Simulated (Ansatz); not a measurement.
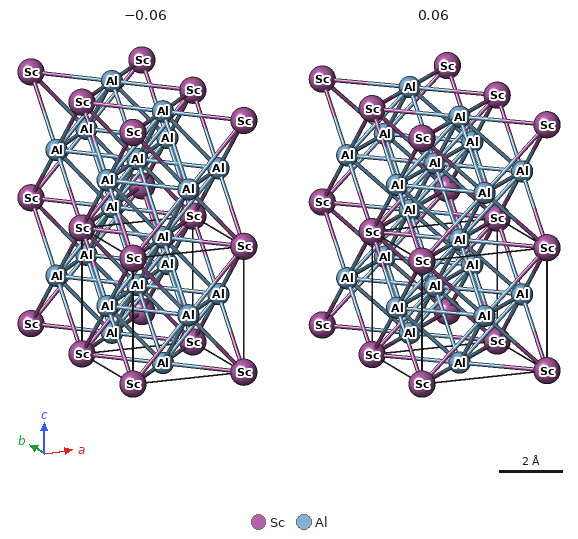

Solid ScAl$_{3}$ (set up in Pm-3m), under uniaxial strain along a (b, c relaxed, atoms fixed by symmetry), with energies (extrapolated to zero smearing) counted from the relaxed crystal, which is the row at zero. The picture shows the first and the last member. The picture is a ball-and-stick view of the cell of the calculation, repeated 1 × 2 × 2 with one cell outlined, seen slightly off an axis.

Computed with Ansatz 0.2.0: DFT PBEsol, scalar-relativistic, plane waves, PAW. Set-up: plane-wave cutoff 420 eV; k-point mesh 14 × 14 × 14; occupations gaussian; smearing width 0.1 eV; no spin polarisation; force threshold 0.008 eV/Å.

| strain | energy (meV/atom) | a (Å) | b (Å) |
| --- | --- | --- | --- |
| −0.06 | 35.17 | 3.827 | 4.130 |
| −0.04 | 15.63 | 3.908 | 4.107 |
| −0.02 | ? | ? | ? |
| 0.0 | 0.00 | 4.071 | 4.071 |
| 0.02 | 3.62 | 4.153 | 4.058 |
| 0.04 | 14.16 | 4.234 | 4.047 |
| 0.06 | 30.83 | 4.316 | 4.036 |

Fill in the missing row.

Answer. A parabola through three neighbouring rows (−0.06, −0.04, 0.0) gives, with Lagrange weights, (−0.3333)(35.17) + (1.0000)(15.63) + (0.3333)(0.00) = 3.91 meV/atom. The calculation gives 3.91 meV/atom (a = 3.990 Å, b = 4.088 Å). The estimate is right to the digits shown. From the first member to the last: Al–Sc 2.815 → 2.954 Å, Al–Al 2.815 → 2.954 Å, Al–Sc 2.921 → 2.854 Å.

The whole series:

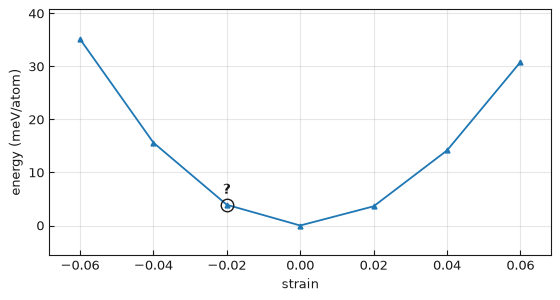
